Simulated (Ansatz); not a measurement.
System: MnS, space group F-43m (No. 216), 4 atoms in the cell, MnS type.

```yaml
crystal:
  lattice:
    - [0.00000, 2.80000, 2.80000]
    - [5.60000, 2.80000, 2.80000]
    - [5.60000, 5.60000, 0.00000]
  atoms:
    - { symbol: Mn, position: [0.00000, 0.00000, 0.00000] }
    - { symbol: S, position: [0.75000, 0.75000, 0.00000] }
    - { symbol: Mn, position: [0.00000, 0.00000, 0.50000] }
    - { symbol: S, position: [0.75000, 0.75000, 0.50000] }
```

Level of theory: DFT PBE+U, scalar-relativistic, plane waves, PAW, Ueff = 6 eV on Mn atom 1 d; Ueff = 6 eV on Mn atom 3 d, spin-polarised, 6×6×6 k mesh, 420 eV cutoff, Gaussian smearing of 0.05 eV; code Ansatz.

How will the Mn d shell be filled?

Counting eigenvalues over 0.6 as filled, Mn (atom A) has 5 filled d states (d⁵), 5 up and 0 down, high spin; the eigenvalues sum to 5.2; Mn (atom B) has 5 filled d states (d⁵), 0 up and 5 down, high spin; the eigenvalues sum to 5.2. The small eigenvalues come from mixing with neighbours' orbitals.

Start of the run: random orbitals: random, high filling. Such runs often end in metastable states, so this need not be the lowest one. The cell is at 5 GPa in this functional.

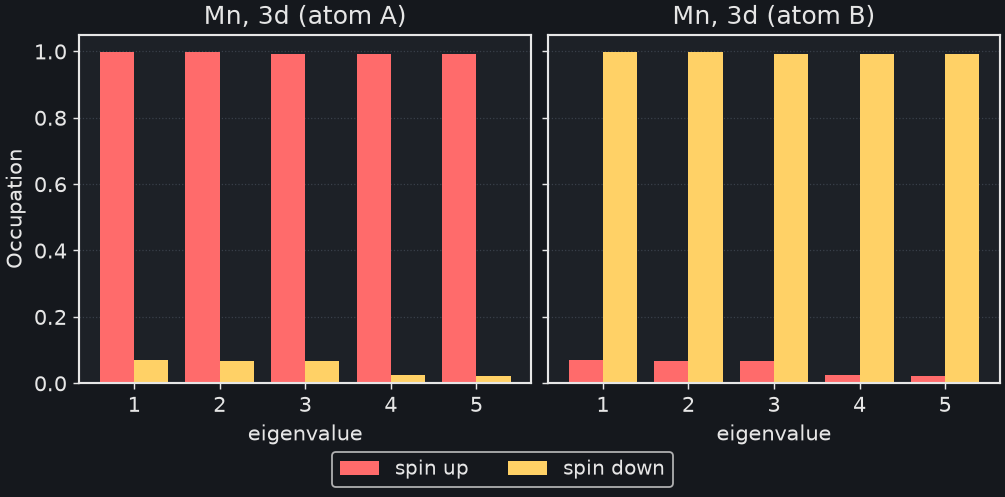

Eigenvalues of the local occupation matrix of the d shell, one panel for each unlike atom (Löwdin-orthogonalised atomic projectors).
